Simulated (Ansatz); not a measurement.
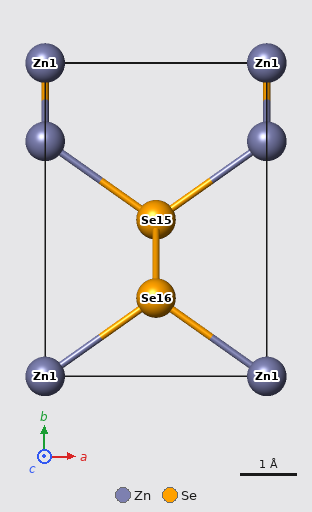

An interface cell of composition ZnSe, before the relaxation. A ball-and-stick model of the cell of the calculation, seen along the c axis.

Case: antiphase boundary on (1 1 0), species swapped.

These are results of DFT PBEsol, scalar-relativistic, plane waves, PAW in Ansatz 0.2.0, not measurements.

The input:
```yaml
crystal:
  lattice:
    - [3.9832742754, 0.0, 0.0]
    - [0.0, 5.6332005029, 0.0]
    - [0.0, 0.0, 15.9330971014]
  atoms:
    - { symbol: Zn, position: [0.0, 0.0, 0.0] }
    - { symbol: Se, position: [0.0, 0.75, 0.125] }
    - { symbol: Zn, position: [0.5, 0.5, 0.125] }
    - { symbol: Se, position: [0.5, 0.25, 0.25] }
    - { symbol: Zn, position: [1.0, 0.0, 0.25] }
    - { symbol: Se, position: [0.0, 0.75, 0.375] }
    - { symbol: Zn, position: [0.5, 0.5, 0.375] }
    - { symbol: Zn, position: [0.5, 0.25, 0.5] }
    - { symbol: Se, position: [1.0, 0.0, 0.5] }
    - { symbol: Zn, position: [0.0, 0.75, 0.625] }
    - { symbol: Se, position: [0.5, 0.5, 0.625] }
    - { symbol: Zn, position: [0.5, 0.25, 0.75] }
    - { symbol: Se, position: [1.0, 0.0, 0.75] }
    - { symbol: Zn, position: [0.0, 0.75, 0.875] }
    - { symbol: Se, position: [0.5, 0.5, 0.875] }
    - { symbol: Se, position: [0.5, 0.25, 0.0] }
basis:
  ecutwfc: 420
kpoints:
  mp_grid: { grid: [8, 6, 2] }
hamiltonian:
  xc: pbesol
scf:
  occupations: { method: gaussian, width: 0.05 }
output:
  forces: true
  stress: true
  eigenvalues: true
  populations: true
  write_density: true
  write_potential: true
  elf: true
  volumetric_format: npy
relax:
  adjacent_minimum: "off"
  f_tol: 0.02
  max_steps: 45
  cell: { fix: [a, b, alpha, beta, gamma], stress_tol: 0.1 }
```

Run as
```bash
ansatz run input.yaml --threads 2 --pin off --max-ram 5120MiB --backend cpu --events-out ev --progress --plain --runs-dir out
```

> What does the optimiser find from here?

The energy falls by 0.613 eV per cell of the calculation in 6 accepted moves (8 points after the start). The largest force component goes from 0.92 to 0.011 eV/Å. The pressure goes from 2.19 to 0.49 GPa. The line search rejected the trial step at point 4 of the run. The SCF was repeated once at an unchanged geometry on a basis and grid sized afresh for the cell, which shifted the energy by 1.4 meV per cell of the calculation at most. The largest moves relative to the cell, 0.41 Å, are those of Zn3, Zn5, Zn10 and Zn12. Zn3 goes along +b. By element the largest moves are Zn 0.41 Å, Se 0.38 Å. The volume changes by +1.3 %, with a unchanged at 3.983 Å, b unchanged at 5.633 Å, c 15.933 → 16.136 Å (+1.3 %). Among the contacts that change: Zn1–Zn14 2.439 → 2.338 Å, Se6–Zn7 2.439 → 2.537 Å, Se13–Zn14 2.439 → 2.482 Å, Se2–Zn3 2.439 → 2.421 Å. Bond angles that change, for instance: Se6–Se9–Zn8 109.5° → 100.1°, Se13–Zn14–Se15 109.5° → 101.1°, Zn10–Se13–Zn14 109.5° → 117.6°. The run took 10 min on 2 threads of Intel(R) Xeon(R) 6975P-C (Granite Rapids), on a shared host, peak memory 1.7 GiB.

The end point in the same view:

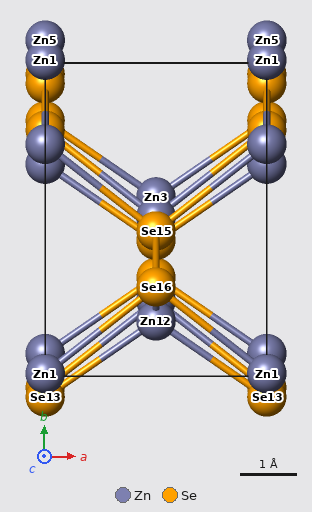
